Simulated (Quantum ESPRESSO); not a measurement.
**Run report: Cr, relaxation of cell and atoms (part 1 of 2)**

System: Cr (P6₃/mmc, 2 atoms in the cell).
Method: Kohn-Sham DFT of a periodic cell, PBEsol with D3(BJ), GBRV 1.5 PBEsol, spin-polarised (Quantum ESPRESSO 7.5).

The structure derives from an entry of the Crystallography Open Database.

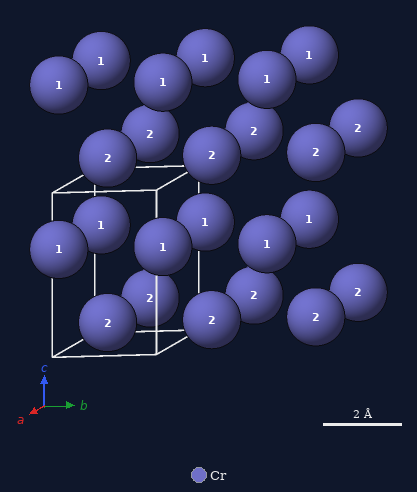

*The input geometry (spheres-only view of the cell of the calculation, repeated 2 × 3 × 2, seen slightly off an axis; atoms are numbered from 1 in the order of the input). An atom can appear more than once, as a periodic image.*

**Input**
```
&CONTROL
  calculation = 'vc-relax'
  prefix = 'pwscf'
  outdir = './tmp'
  pseudo_dir = './pseudo'
  tprnfor = .true.
  tstress = .true.
  disk_io = 'low'
  nstep = 40
  forc_conv_thr = 0.0004
  etot_conv_thr = 1d-05
/
&SYSTEM
  ibrav = 0
  nat = 2
  ntyp = 1
  ecutwfc = 45
  ecutrho = 360
  nbnd = 24
  occupations = 'smearing'
  smearing = 'fd'
  degauss = 0.00367493
  nspin = 2
  starting_magnetization(1) = 0.2143
  vdw_corr = 'grimme-d3'
  dftd3_version = 4
/
&ELECTRONS
  conv_thr = 4d-10
  electron_maxstep = 120
  mixing_beta = 0.3
/
&IONS
  ion_dynamics = 'bfgs'
/
&CELL
  cell_dynamics = 'bfgs'
  press = 0
  press_conv_thr = 0.3
/
ATOMIC_SPECIES
Cr    51.9961 cr_pbesol_v1.5.uspp.F.UPF
CELL_PARAMETERS bohr
   5.1287167022    0.0000000000    0.0000000000
  -2.5643583511    4.4415989530    0.0000000000
   0.0000000000    0.0000000000    8.3336922096
ATOMIC_POSITIONS bohr
Cr     2.5643583514    1.4805329842    6.2502691572
Cr    -0.0000000003    2.9610659688    2.0834230524
K_POINTS automatic
11 11 6 0 0 0
```

Hardware: 2 threads of Arm Neoverse V2, 24 GiB of memory available, shared host.

Run as:
```bash
OMP_NUM_THREADS=1 mpirun -n 2 pw.x -nk 2 -in pw.in > pw.out
```

**Log**
```
This program is part of the open-source Quantum ESPRESSO suite
     for quantum simulation of materials; please cite
         "P. Giannozzi et al., J. Phys.:Condens. Matter 21 395502 (2009);
         "P. Giannozzi et al., J. Phys.:Condens. Matter 29 465901 (2017);
         "P. Giannozzi et al., J. Chem. Phys. 152 154105 (2020);
          URL
     in publications or presentations arising from this work. More details at

     Message from routine setup:
     using ibrav=0 with symmetry is DISCOURAGED, use correct ibrav instead

     K-points division:     npool     =       2
     Subspace diagonalization in iterative solution of the eigenvalue problem:
     a serial algorithm will be used

     G-vector sticks info
     --------------------
     sticks:   dense  smooth     PW     G-vecs:    dense   smooth      PW
     Sum         649     313    109                21891     7691    1389

     Using Slab Decomposition

     bravais-lattice index     =            0
     lattice parameter (alat)  =       5.1287  a.u.
     unit-cell volume          =     189.8390 (a.u.)^3
     number of atoms/cell      =            2
     number of atomic types    =            1
     number of electrons       =        28.00
     number of Kohn-Sham states=           24
     kinetic-energy cutoff     =      45.0000  Ry
     charge density cutoff     =     360.0000  Ry
     scf convergence threshold =      4.0E-10
     mixing beta               =       0.3000
     number of iterations used =            8  plain     mixing
     energy convergence thresh.=      1.0E-05
     force convergence thresh. =      4.0E-04
     press convergence thresh. =      3.0E-01
     Exchange-correlation= SLA  PW   PSX  PSC
                           (   1   4  10   8   0   0   0)
     nstep                     =           40

     celldm(1)=   5.128717  celldm(2)=   0.000000  celldm(3)=   0.000000
     celldm(4)=   0.000000  celldm(5)=   0.000000  celldm(6)=   0.000000

     crystal axes: (cart. coord. in units of alat)
               a(1) = (   1.000000   0.000000   0.000000 )
               a(2) = (  -0.500000   0.866025   0.000000 )
               a(3) = (   0.000000   0.000000   1.624908 )

     reciprocal axes: (cart. coord. in units 2 pi/alat)
               b(1) = (  1.000000  0.577350 -0.000000 )
               b(2) = (  0.000000  1.154701  0.000000 )
               b(3) = (  0.000000 -0.000000  0.615420 )

     PseudoPot. # 1 for Cr read from file:
     cr_pbesol_v1.5.uspp.F.UPF
     Pseudo is Ultrasoft + core correction, Zval = 14.0
     Generated by new atomic code, or converted to UPF format
     Using radial grid of  857 points,  6 beta functions with:
                l(1) =   0
                l(2) =   0
                l(3) =   1
                l(4) =   1
                l(5) =   2
                l(6) =   2
     Q(r) pseudized with  8 coefficients,  rinner =    0.950   0.950   0.950
                                                       0.950   0.950

     atomic species   valence    mass     pseudopotential
     Cr               14.00    51.99610     Cr( 1.00)

     Starting magnetic structure
     atomic species   magnetization
     Cr              0.214

     24 Sym. Ops., with inversion, found (12 have fractional translation)

   Cartesian axes

     site n.     atom                  positions (alat units)
         1        Cr     tau(   1) = (   0.5000000   0.2886751   1.2186809  )
         2        Cr     tau(   2) = (  -0.0000000   0.5773503   0.4062270  )

     --------------------------------------------
     DFT-D3 Dispersion Correction (3-body terms):
     --------------------------------------------
       Reference C6 values for interpolation:

         atom   Coordination number   C6
         Cr         0.000          1381.48
         Cr         1.827           571.38
         Cr        10.619           306.69

       Values used:

         atom   Coordination number  R0_AB[au]  C6      C8
         Cr         9.700            3.252    306.69  28303.74
         Cr         9.700            3.252    306.69  28303.74

         Molecular C6 ( Ry / a.u.^6 ) =      1226.75

     number of k points=    64  Fermi-Dirac smearing, width (Ry)=  0.0037
                       cart. coord. in units 2pi/alat
        k(    1) = (   0.0000000   0.0000000   0.0000000), wk =   0.0013774
        k(    2) = (   0.0000000   0.0000000   0.1025699), wk =   0.0027548
        k(    3) = (   0.0000000   0.0000000   0.2051398), wk =   0.0027548
        k(    4) = (   0.0000000   0.0000000  -0.3077098), wk =   0.0013774
        k(    5) = (   0.0000000   0.1049728   0.0000000), wk =   0.0082645
        k(    6) = (   0.0000000   0.1049728   0.1025699), wk =   0.0165289
        k(    7) = (   0.0000000   0.1049728   0.2051398), wk =   0.0165289
        k(    8) = (   0.0000000   0.1049728  -0.3077098), wk =   0.0082645
        k(    9) = (   0.0000000   0.2099456   0.0000000), wk =   0.0082645
        k(   10) = (   0.0000000   0.2099456   0.1025699), wk =   0.0165289
        k(   11) = (   0.0000000   0.2099456   0.2051398), wk =   0.0165289
        k(   12) = (   0.0000000   0.2099456  -0.3077098), wk =   0.0082645
        k(   13) = (   0.0000000   0.3149183   0.0000000), wk =   0.0082645
        k(   14) = (   0.0000000   0.3149183   0.1025699), wk =   0.0165289
        k(   15) = (   0.0000000   0.3149183   0.2051398), wk =   0.0165289
        k(   16) = (   0.0000000   0.3149183  -0.3077098), wk =   0.0082645
        k(   17) = (   0.0000000   0.4198911   0.0000000), wk =   0.0082645
        k(   18) = (   0.0000000   0.4198911   0.1025699), wk =   0.0165289
        k(   19) = (   0.0000000   0.4198911   0.2051398), wk =   0.0165289
        k(   20) = (   0.0000000   0.4198911  -0.3077098), wk =   0.0082645
        k(   21) = (   0.0000000   0.5248639   0.0000000), wk =   0.0082645
        k(   22) = (   0.0000000   0.5248639   0.1025699), wk =   0.0165289
        k(   23) = (   0.0000000   0.5248639   0.2051398), wk =   0.0165289
        k(   24) = (   0.0000000   0.5248639  -0.3077098), wk =   0.0082645
        k(   25) = (   0.0909091   0.1574592   0.0000000), wk =   0.0082645
        k(   26) = (   0.0909091   0.1574592   0.1025699), wk =   0.0165289
        k(   27) = (   0.0909091   0.1574592   0.2051398), wk =   0.0165289
        k(   28) = (   0.0909091   0.1574592  -0.3077098), wk =   0.0082645
        k(   29) = (   0.0909091   0.2624319   0.0000000), wk =   0.0165289
        k(   30) = (   0.0909091   0.2624319   0.1025699), wk =   0.0330579
        k(   31) = (   0.0909091   0.2624319   0.2051398), wk =   0.0330579
        k(   32) = (   0.0909091   0.2624319  -0.3077098), wk =   0.0165289
        k(   33) = (   0.0909091   0.3674047   0.0000000), wk =   0.0165289
        k(   34) = (   0.0909091   0.3674047   0.1025699), wk =   0.0330579
        k(   35) = (   0.0909091   0.3674047   0.2051398), wk =   0.0330579
        k(   36) = (   0.0909091   0.3674047  -0.3077098), wk =   0.0165289
        k(   37) = (   0.0909091   0.4723775   0.0000000), wk =   0.0165289
        k(   38) = (   0.0909091   0.4723775   0.1025699), wk =   0.0330579
        k(   39) = (   0.0909091   0.4723775   0.2051398), wk =   0.0330579
        k(   40) = (   0.0909091   0.4723775  -0.3077098), wk =   0.0165289
        k(   41) = (   0.0909091   0.5773503   0.0000000), wk =   0.0082645
        k(   42) = (   0.0909091   0.5773503   0.1025699), wk =   0.0165289
        k(   43) = (   0.0909091   0.5773503   0.2051398), wk =   0.0165289
        k(   44) = (   0.0909091   0.5773503  -0.3077098), wk =   0.0082645
        k(   45) = (   0.1818182   0.3149183   0.0000000), wk =   0.0082645
        k(   46) = (   0.1818182   0.3149183   0.1025699), wk =   0.0165289
        k(   47) = (   0.1818182   0.3149183   0.2051398), wk =   0.0165289
        k(   48) = (   0.1818182   0.3149183  -0.3077098), wk =   0.0082645
        k(   49) = (   0.1818182   0.4198911   0.0000000), wk =   0.0165289
        k(   50) = (   0.1818182   0.4198911   0.1025699), wk =   0.0330579
        k(   51) = (   0.1818182   0.4198911   0.2051398), wk =   0.0330579
        k(   52) = (   0.1818182   0.4198911  -0.3077098), wk =   0.0165289
        k(   53) = (   0.1818182   0.5248639   0.0000000), wk =   0.0165289
        k(   54) = (   0.1818182   0.5248639   0.1025699), wk =   0.0330579
        k(   55) = (   0.1818182   0.5248639   0.2051398), wk =   0.0330579
        k(   56) = (   0.1818182   0.5248639  -0.3077098), wk =   0.0165289
        k(   57) = (   0.2727273   0.4723775   0.0000000), wk =   0.0082645
        k(   58) = (   0.2727273   0.4723775   0.1025699), wk =   0.0165289
        k(   59) = (   0.2727273   0.4723775   0.2051398), wk =   0.0165289
        k(   60) = (   0.2727273   0.4723775  -0.3077098), wk =   0.0082645
        k(   61) = (   0.2727273   0.5773503   0.0000000), wk =   0.0082645
        k(   62) = (   0.2727273   0.5773503   0.1025699), wk =   0.0165289
        k(   63) = (   0.2727273   0.5773503   0.2051398), wk =   0.0165289
        k(   64) = (   0.2727273   0.5773503  -0.3077098), wk =   0.0082645

     Dense  grid:    21891 G-vectors     FFT dimensions: (  32,  32,  54)

     Smooth grid:     7691 G-vectors     FFT dimensions: (  24,  24,  36)

     Check: negative core charge=   -0.000012
     Generating pointlists ...
     new r_m :   0.4111 (alat units)  2.1086 (a.u.) for type    1

     Initial potential from superposition of free atoms

     starting charge      26.0000, renormalised to      28.0000
     Starting wfcs are   20 randomized atomic wfcs +    4 random wfcs

     Self-consistent Calculation

     iteration #  1     ecut=    45.00 Ry     beta= 0.30
     Davidson diagonalization with overlap
     ethr =  1.00E-02,  avg # of iterations =  5.7

     negative rho (up, down):  1.318E-04 1.709E-03

     total energy              =    -349.98845116 Ry
     estimated scf accuracy    <       5.05863971 Ry

     total magnetization       =     2.14 Bohr mag/cell
     absolute magnetization    =     2.15 Bohr mag/cell

     iteration #  2     ecut=    45.00 Ry     beta= 0.30
     Davidson diagonalization with overlap
     ethr =  1.00E-02,  avg # of iterations =  2.0

     negative rho (up, down):  0.000E+00 2.996E-03

     total energy              =    -350.66879282 Ry
     estimated scf accuracy    <       0.09192304 Ry

     total magnetization       =     3.69 Bohr mag/cell
     absolute magnetization    =     3.69 Bohr mag/cell

     iteration #  3     ecut=    45.00 Ry     beta= 0.30
     Davidson diagonalization with overlap
     ethr =  3.28E-04,  avg # of iterations =  3.4

     negative rho (up, down):  0.000E+00 4.521E-03

     total energy              =    -350.69834210 Ry
     estimated scf accuracy    <       0.02082434 Ry

     total magnetization       =     3.81 Bohr mag/cell
     absolute magnetization    =     3.81 Bohr mag/cell

     iteration #  4     ecut=    45.00 Ry     beta= 0.30
     Davidson diagonalization with overlap
     ethr =  7.44E-05,  avg # of iterations =  2.7

     negative rho (up, down):  0.000E+00 5.027E-03

     total energy              =    -350.68717667 Ry
     estimated scf accuracy    <       0.09523581 Ry

     total magnetization       =     3.06 Bohr mag/cell
     absolute magnetization    =     3.07 Bohr mag/cell

     iteration #  5     ecut=    45.00 Ry     beta= 0.30
     Davidson diagonalization with overlap
     ethr =  7.44E-05,  avg # of iterations =  2.8

     negative rho (up, down):  0.000E+00 5.378E-03

     total energy              =    -350.71291363 Ry
     estimated scf accuracy    <       0.00974022 Ry

     total magnetization       =     3.05 Bohr mag/cell
     absolute magnetization    =     3.06 Bohr mag/cell

     iteration #  6     ecut=    45.00 Ry     beta= 0.30
     Davidson diagonalization with overlap
     ethr =  3.48E-05,  avg # of iterations =  1.1

     negative rho (up, down):  0.000E+00 3.909E-03
```
